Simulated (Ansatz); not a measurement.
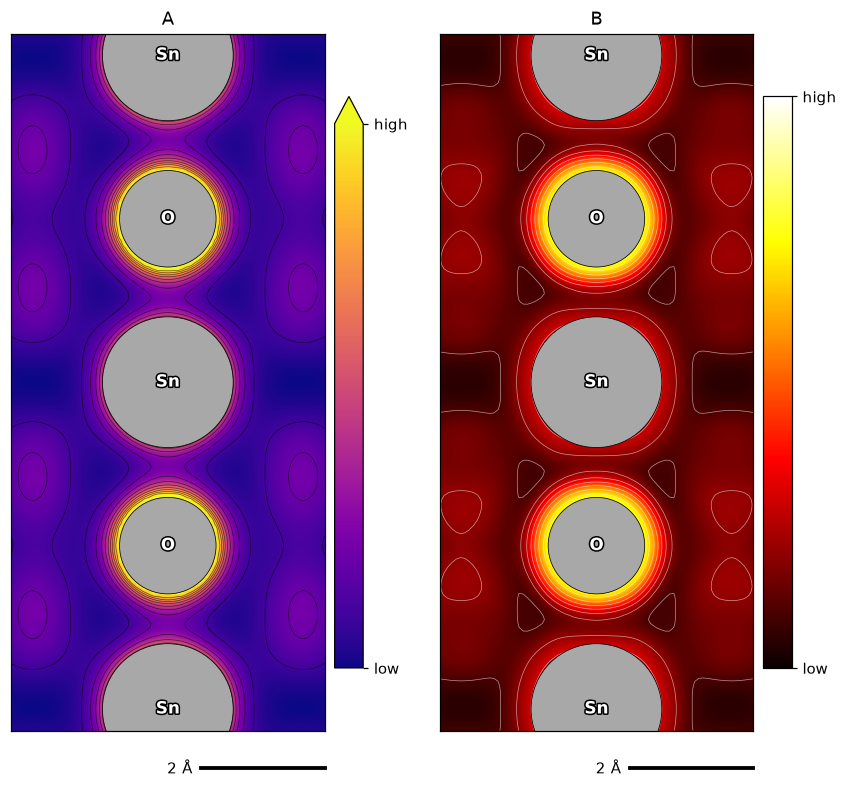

SnO: 2 fields on the (100) plane of the conventional cell, with unlabelled colour scales. Grey discs cover the atomic cores.

Space group R-3m; started from the CsCl prototype, which need not be the ambient phase; changed on purpose from its base cell (shear 111 strain -1.3%).

The calculation used DFT, HSE06, plane waves, PAW (Ansatz 0.2.0).

### The panels show electron localisation function and valence pseudo-density in some order. Assign them.

Panel A: valence pseudo-density. Panel B: electron localisation function. From the grid: Sn–O (2.65 Å): the density is about 0.22 e/Å³ at the midpoint; the ELF is about 0.15 at the midpoint (no shared electron pair shows on this line).
